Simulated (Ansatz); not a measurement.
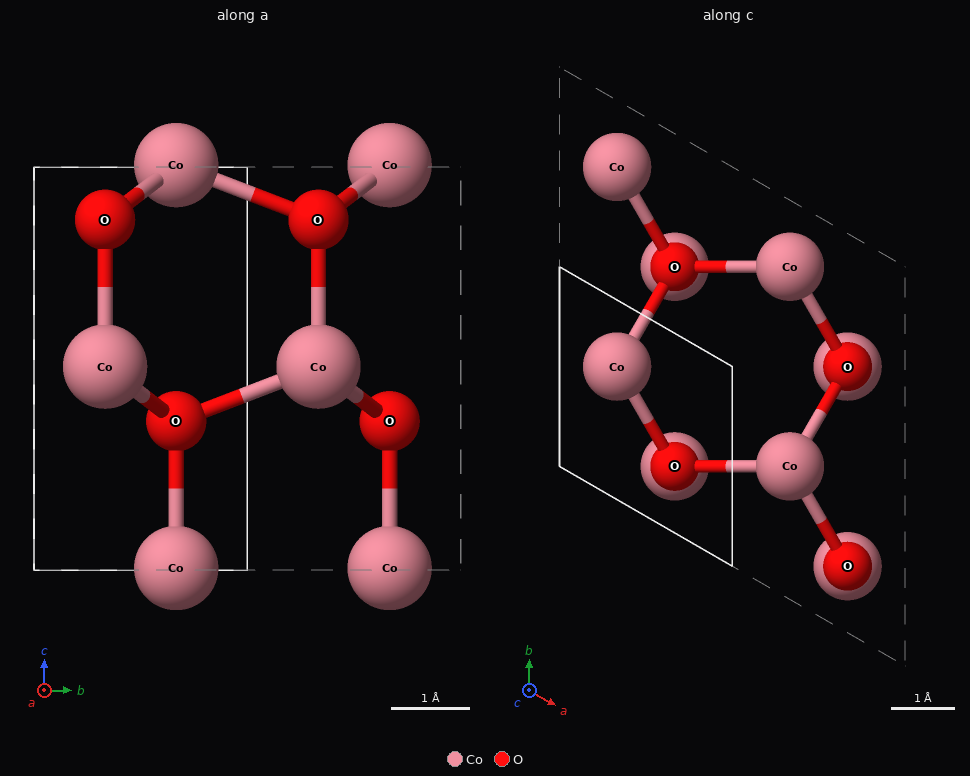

The crystal in a ball-and-stick representation, seen along the a axis and along the c axis. One conventional unit cell is drawn solid; the view covers 2×2×1 cells.

CoO, space group P6_3mc (No. 186), a = 3.20 Å, b = 3.20 Å, c = 5.23 Å, α = 90.00°, β = 90.00°, γ = 120.00°.

Calculation details: DFT PBE, scalar-relativistic, plane waves, PAW (Ansatz); an energy cutoff of 420 eV, a 12×12×8 sampling of the Brillouin zone, Gaussian smearing of 0.01 eV, collinear spins. The state is antiferromagnetic, in a cell of 4 atoms.

Predict the gap.

A semiconductor at this level, with a gap of 0.14 eV on the k-mesh (the true edges may lie between mesh points, so the gap can be somewhat smaller).

Starting structure: a structure listed in the Materials Project. The atoms were relaxed in a fixed cell with Ansatz, DFT PBE, scalar-relativistic, plane waves, PAW.
